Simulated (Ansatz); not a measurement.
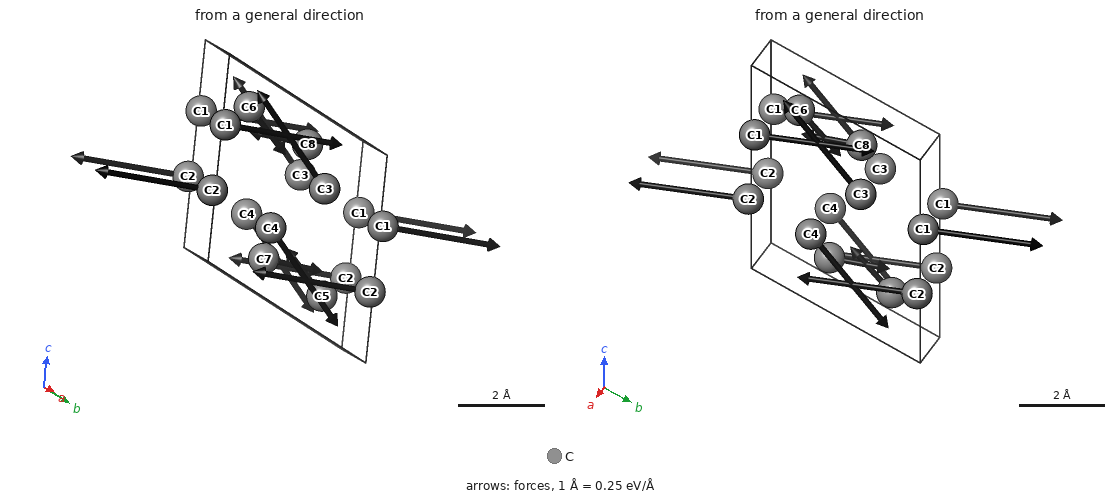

We look at a spheres-only model of the crystal from two general directions. Lines trace the edges of the cell (the run's own, in a reduced setting). The arrows are the computed forces on the atoms.

System: C. Theory: Ansatz 0.2.0, DFT r2SCAN, scalar-relativistic, plane waves, PAW. Numerical settings: 500 eV cutoff, k-points about 0.26 Å⁻¹ apart, Gaussian smearing of 0.05 eV, no spin polarisation.

> Is this an equilibrium geometry?

No. The atoms still feel forces of up to about 0.64 eV/Å, far above a usual threshold of 0.01 to 0.03 eV/Å.

> On which atom is the force largest?

C1, C2, C3 and C4, about 0.64 eV/Å.

Provenance: a structure listed in the Materials Project. The cell was then strained or its atoms displaced on purpose. Ansatz was used for an electronic-structure calculation on it.
